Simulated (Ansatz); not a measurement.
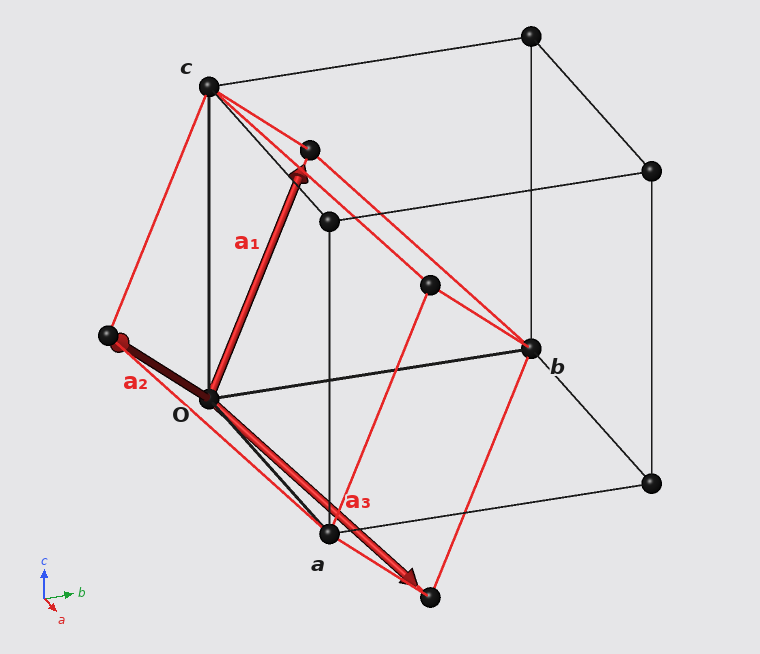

Crystal: Si, the input geometry of an electronic-structure calculation (not necessarily at equilibrium). The conventional cell (thin) and a primitive cell (coloured, vectors a₁, a₂, a₃), with the lattice points alone. Symmetry computed with spglib at a tolerance of 0.002 Å; standard conventional cell.

a = 6.659 Å, b = 6.659 Å, c = 6.659 Å, α = 90.00°, β = 90.00°, γ = 90.00°.

Question: What is the centring, and how are the primitive vectors built?

Answer: I, body-centred cubic, with lattice points at (0, 0, 0), (1/2, 1/2, 1/2). a₁ = −1/2 a + 1/2 b + 1/2 c; a₂ = 1/2 a − 1/2 b + 1/2 c; a₃ = 1/2 a + 1/2 b − 1/2 c.

Question: Give the primitive cell's size and content.

Answer: Edges 5.767, 5.767, 5.767 Å; angles 109.47°, 109.47°, 109.47°; volume 147.61 Å³, 1/2 of the conventional cell; 8 of its 16 atoms.
